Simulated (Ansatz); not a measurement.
# Hf/AlN/Zr: predicting the conductance of a thicker barrier

How it was computed: Ansatz 0.2.0, plane waves with PAW datasets, PBE. Interfaces are relaxed in a short slab (with D3(BJ) where the barrier is layered), set between ideal electrode layers that go on as semi-infinite leads, and the zero-bias conductance G at 300 K comes from T(E) on a typed mesh. The error is the largest of the program's estimates from energy step, mesh, the leads' potential steps and neutrality; its separate bound for narrow resonances between the energies solved isn't counted and can be far larger. The lower electrode is Hf (hcp 0001), the upper Zr (hcp 0001) and the barrier AlN (zinc blende 111), on a net of side 3.2 Å; d is the distance between the electrodes' last planes.

What is known so far:

| planes in the barrier | d (Å) | G (S/m²) | error (%) | lead step (meV) |
| --- | --- | --- | --- | --- |
| 4 | 7.97 | 1.43e13 | 41 | 32 |
| 6 | 10.49 | 1.07e12 | 74 | 87 |
| 8 | 13.01 | 2.27e11 | 53 | 32 |
| 10 | 15.54 | 2.75e10 | 33 | 32 |

Q: A further run has 12 planes, d = 18.06 Å. Fit G ∝ exp(−βd) to the rows shown and predict its conductance.

**Worked fit.** Take y = ln G: 30.29, 27.70, 26.15 and 24.04. The means are d = 11.75 Å and y = 27.04; Σ(Δd Δy) = −25.62 and Σ(Δd)² = 31.83, so the slope is −0.805 Å⁻¹ (β = 0.805 Å⁻¹). At d = 18.06 Å, y = 27.04 − 0.805 × 6.31 = 21.97, or G = 3.47e9 S/m².

Check: The run gave 5.33e9 S/m², with an error estimate of 69 % and a lead step of 87 meV. The prediction is 0.651 times that, too low by 35 %. That lies within the runs' own error estimates, carried through the fit.

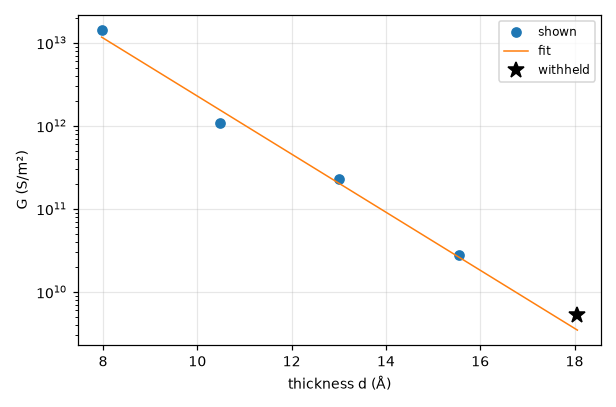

Fit and withheld run.

**Limits.** The interfaces are ideal, one cell wide, strained to a common net and relaxed from one registry with their symmetry kept. PBE's gaps are too small, so true decay constants are likely larger where the Fermi level lies deep in a gap. No spin-orbit coupling, phonons, disorder or image charges enter. The rows shown are chosen by tests on error estimates (under 100 to 120 %), lead steps (under 150 meV, though the program warns over 25), intact interfaces and, for fits, a steady trend in the rows shown; the data set holds 414 series of this kind, and not all pass.
